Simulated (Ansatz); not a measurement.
System: GaN (slab).

```
CELL_PARAMETERS angstrom
3.18073 0.00000 0.00000
0.00000 3.18073 0.00000
0.00000 0.00000 25.12102
ATOMIC_POSITIONS crystal
N 0.00000 0.50000 0.29855
Ga 0.50000 0.50000 0.34332
N 0.50000 0.00000 0.38809
Ga 0.00000 0.00000 0.43285
N 0.00000 0.50000 0.47762
Ga 0.50000 0.50000 0.52238
N 0.50000 0.00000 0.56715
Ga 0.00000 0.00000 0.61191
N 0.00000 0.50000 0.65668
Ga 0.50000 0.50000 0.70145
```

Not relaxed (largest force 1.8 eV/Å).

Theory: Ansatz, DFT PBEsol, scalar-relativistic, plane waves, PAW.

What will maps of the valence pseudo-density and electron localisation function show?

Ga–N (1.95 Å): ρ at the midpoint is about 0.75 e/Å³; the ELF peaks at about 0.85 in the valence shell of N, 0.7 Å from its nucleus, and is about 0.50 at the midpoint.

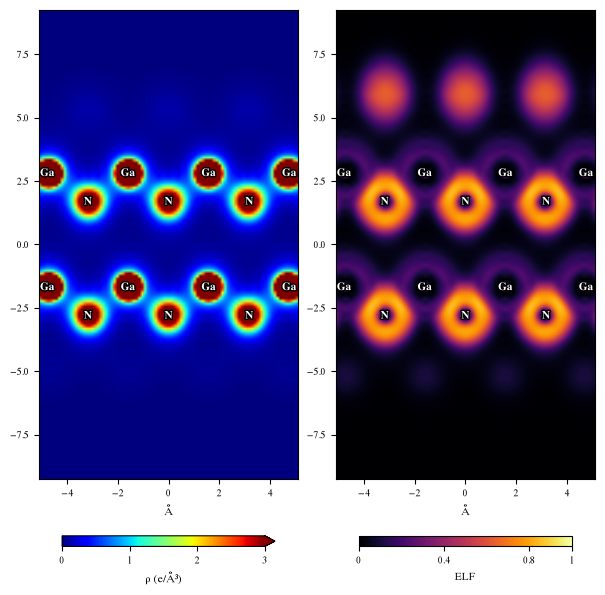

Computed valence pseudo-density and electron localisation function on the (010) plane of the calculation cell, a cut from vacuum to vacuum, in this order. 

The density is the valence pseudo-density of a PAW calculation; it isn't the true density close to the nuclei.
